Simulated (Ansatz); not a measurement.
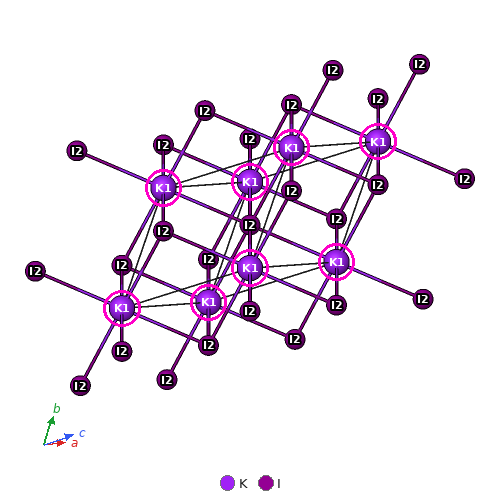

The system is KI (Fm-3m, No. 225; 2 atoms in the cell); the picture shows the reference structure. Atom K1 is moved over a plane while all other atoms and the cell stay fixed (its periodic images move with it) (x, y and z along the cube axes). Coordinates scanned: (1) shift of K1 along the Cartesian direction [1 1 0]; (2) shift of K1 along z. The grid has 5 × 5 points; 9 points were computed and 16 follow by symmetry. Points are written as (first, second). All energies are given in meV per cell relative to the lowest grid point. The reference cell is the one listed in the database, not relaxed at this level. Level of theory: Ansatz, DFT LDA, scalar-relativistic, plane waves, PAW. Settings: cutoff 420 eV, k-mesh 6×6×6, gaussian smearing 0.05 eV, no spin polarisation.

Its coordinates:

```yaml
crystal:
  lattice:
    - [0.00000, 3.52455, 3.52455]
    - [3.52455, 0.00000, 3.52455]
    - [3.52455, 3.52455, 0.00000]
  atoms:
    - { symbol: K, position: [0.00000, 0.00000, 0.00000] }
    - { symbol: I, position: [0.50000, 0.50000, 0.50000] }
```

Range: shift of K1 along the Cartesian direction [1 1 0] from −0.30 to 0.30 Å; shift of K1 along z from −0.30 to 0.30 Å.

What landscape does the calculation give?

The lowest grid point is at (0.00 Å, 0.00 Å). No other kind of well shows on this grid. The highest grid point, (−0.30 Å, −0.30 Å), lies 81 meV above the lowest. Near the minimum the well is nearly round, with a curvature of about 0.85 eV/Å².

```tsv
second ↓, first →	−0.30	−0.15	0.00	0.15	0.30
0.30	81	54	45	54	81
0.15	50	20	10	20	50
0.00	41	10	0	10	41
−0.15	50	20	10	20	50
−0.30	81	54	45	54	81
```

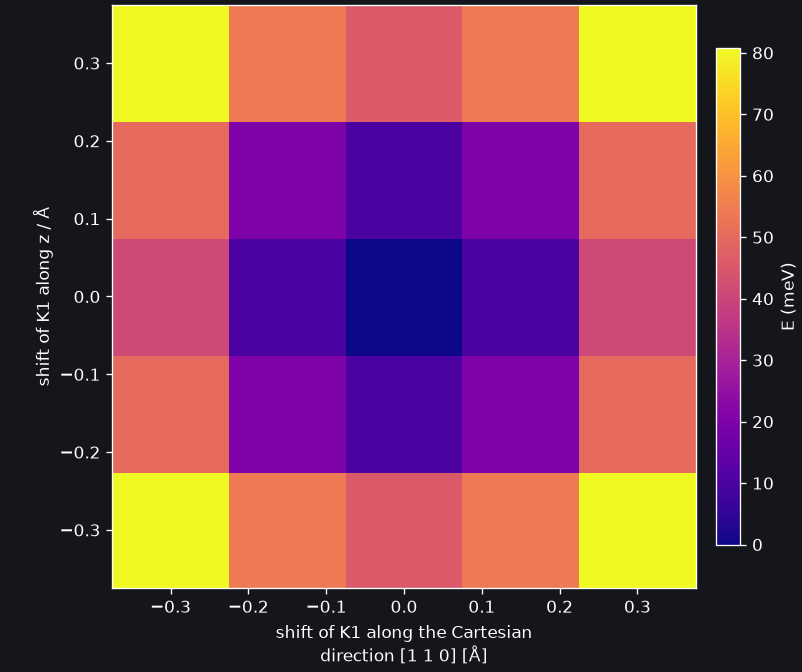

Drawn: one coloured cell a grid point.
